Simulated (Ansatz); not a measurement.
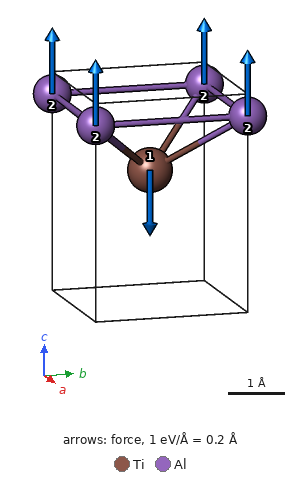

Starting geometry of solid TiAl (a generated structure, set up in Pmm2) (coarse preliminary run) with the computed forces as blue arrows. Style: ball-and-stick. Shown: the cell of the calculation, slightly off an axis.

These are results of DFT PBE, scalar-relativistic, plane waves, PAW (Ansatz), not measurements. Settings: plane-wave cutoff 420 eV; k-point mesh 6 × 6 × 4; occupations gaussian; smearing width 0.1 eV; no spin polarisation; cell and atoms relaxed; force threshold 0.04 eV/Å; at most 70 steps.

> What follows when this structure is relaxed?

It isn't relaxed: the largest force vector, on Ti atoms, is 6.18 eV/Å. The atoms end up moving mostly along the starting forces (cosine between the two patterns 1.00). The largest moves relative to the cell, 0.41 Å, are those of Ti1 and Al2. Ti1 goes along −c. Largest moves by element: Ti 0.41 Å, Al 0.41 Å. The volume changes by +1.1 %, with a 2.776 → 2.821 Å (+1.6 %), b 2.862 → 2.820 Å (−1.5 %), c 4.042 → 4.083 Å (+1.0 %). Near-neighbour distances that change, for instance: Ti1–Al2 3.467 → 2.854 Å, Ti1–Al2 (another image) 2.330 → 2.854 Å, Ti1–Ti1 2.776 → 2.821 Å, Al2–Al2 2.776 → 2.821 Å. The space group (tolerance 0.01 Å) goes from Pmm2 (No. 25) to P4/mmm (No. 123). After 4 accepted moves (5 points after the start) the energy has fallen by 1188 meV per atom. The largest force component goes from 6.2 to 0.0022 eV/Å. Pressure: 31.33 GPa at the start and 0.09 GPa at the end. The SCF was repeated once at an unchanged geometry on a basis and grid sized afresh for the cell, which shifted the energy by 0.1 meV per atom at most. Cost: 8.9 s on 1 thread of Intel(R) Xeon(R) Platinum 8488C (Sapphire Rapids), with other jobs on the host, peak memory 0.38 GiB.

Limits of the set-up: the k-point mesh is coarse for a cell with partly filled bands.
